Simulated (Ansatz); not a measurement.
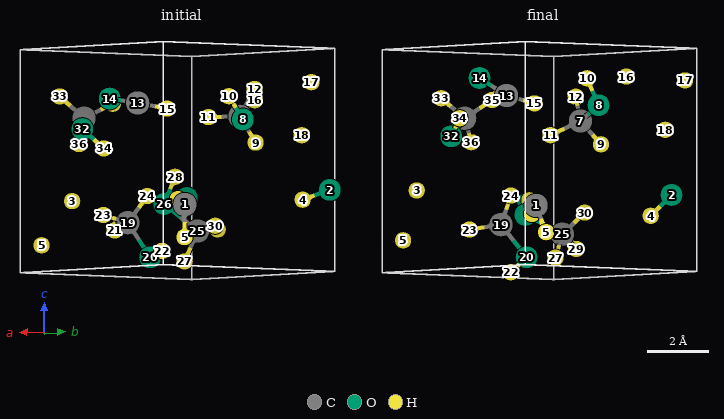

The structure of an amorphous cell of composition H4CO before (left) and after (right) a relaxation, at one scale.

The picture is a ball-and-stick view of the cell of the calculation, seen from a free direction.

The cell holds 6 CH3OH. The run prepares the start of a later molecular dynamics calculation, from a guessed geometry.

The calculation used DFT PBE-D3(BJ), scalar-relativistic, plane waves, PAW in Ansatz. Settings: plane-wave cutoff 420 eV; k-point mesh 1 × 1 × 1; occupations fermi dirac; smearing width 0.05 eV; no spin polarisation; atoms relaxed in a fixed cell; force threshold 0.3 eV/Å; at most 15 steps.

### Summarise the run.

The relaxation stopped without meeting its thresholds, so the last structure isn't shown to be converged. It used up its limit of 15 steps. After 14 accepted moves (15 points after the start) the energy has fallen by 2.015 eV per cell of the calculation. The largest force component goes from 0.73 to 0.45 eV/Å. 1 step only repeated the SCF at the same geometry. The forces were under the threshold at step 10, but the run went on from there. The largest move is that of an H atom, 1.51 Å roughly along [1 −2 0]. By element the largest moves are H 1.51 Å, C 0.84 Å, O 0.79 Å. The cell stays as it was. Among the contacts that change: C–O 1.423 → 1.450 Å, C–H 1.097 → 1.116 Å, C–H 1.090 → 1.104 Å, C–O 1.423 → 1.429 Å. Bond angles that change, for instance: O–C–H 106.3° → 111.4°, O–C–H 106.3° → 109.9°, O–C–H 112.3° → 109.0°.

Limits of the set-up: the program's low-accuracy preset was used; the periodic images lie only 7.4 Å apart, so the values are limited by the cell's size.
